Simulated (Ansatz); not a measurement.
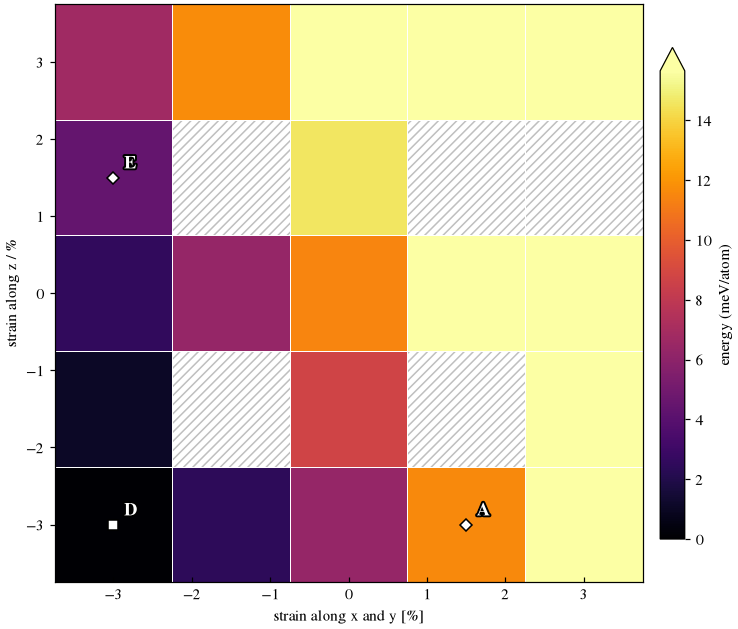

K (Fm-3m, No. 225; 1 atom in the cell). 
- The cell is strained homogeneously, by one strain along x and y and another along z, with fractional coordinates fixed (x, y and z along the cube axes).
- The first coordinate is: strain along x and y; the second: strain along z.
- The scan uses a 5 × 5 grid. At 5 points there is no value.
- Points are written as (first, second).
- All energies are given in meV/atom relative to the lowest grid point.
- The reference cell is the one listed in the database, not relaxed at this level.
- Level of theory: DFT PBE+D3(BJ), scalar-relativistic, plane waves, PAW in Ansatz. Settings: cutoff 420 eV, k-mesh 12×12×12, gaussian smearing 0.15 eV, no spin polarisation.

In the figure: one coloured cell a grid point, one colour for all values above the top of the scale, hatched blanks where no value was computed, lettered points.

**Is A the lowest point of the computed grid?**

No. A lies 11.6 meV/atom above the lowest grid point, which is at (−3.0 %, −3.0 %).

**Rank the lettered points by energy, lowest first.**

D (0.0 meV/atom), E (4.4 meV/atom), A (11.6 meV/atom).
